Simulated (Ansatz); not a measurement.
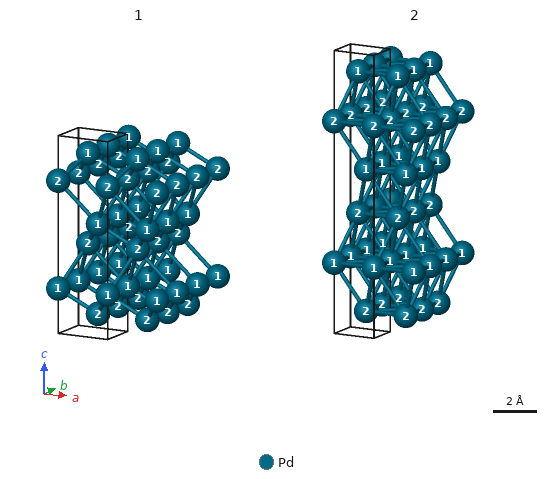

Two geometries of a crystal of Pd (built on the grey arsenic (A7)_166 type) (coarse preliminary run), drawn at one scale. One is the start of a relaxation, the other its converged end. Style: ball-and-stick. Shown: the conventional cell (3 times the calculation's cell), repeated 2 × 3 × 1 with one cell outlined, slightly off an axis. Lengths and directions refer to the drawn axes.

All numbers below come from DFT PBEsol, scalar-relativistic, plane waves, PAW in Ansatz 0.2.0. (plane-wave cutoff 420 eV; k-point mesh 6 × 6 × 6; occupations gaussian; smearing width 0.1 eV; no spin polarisation; cell and atoms relaxed; force threshold 0.04 eV/Å; at most 70 steps)

Question: Which of the two is the end point?

Answer: Structure 2 is the relaxed one. Case: grey arsenic (A7) type (R-3m, No. 166). The largest moves relative to the cell, 0.30 Å, are those of Pd1 and Pd2. Pd1 goes along +c. The drawn cell changes as follows: a = b 3.395 → 2.724 Å (−19.7 %), c 9.443 → 13.512 Å (+43.1 %); the volume changes by −7.8 %. Among the contacts that change: Pd1–Pd1 3.395 → 2.724 Å, Pd1–Pd2 2.272 → 2.747 Å, Pd1–Pd2 (another image) 2.799 → 2.747 Å. Bond angles that change, for instance: Pd2–Pd1–Pd2 96.7° → 59.5°, Pd2–Pd1–Pd2 93.4° → 120.5°, Pd2–Pd1–Pd2 74.7° → 59.5°. The space group stays R-3m (No. 166). The energy falls by 2.415 eV per cell of the calculation in 18 accepted moves (21 points after the start). The largest force component goes from 5.9 to 0.00093 eV/Å. The pressure goes from 31.88 to 0.07 GPa. At 3 points the geometry stayed and the basis and grid were re-selected for the new cell (energy shift of 0.202 eV per cell of the calculation at most each time). The run took roughly 20 core-seconds on a shared host.
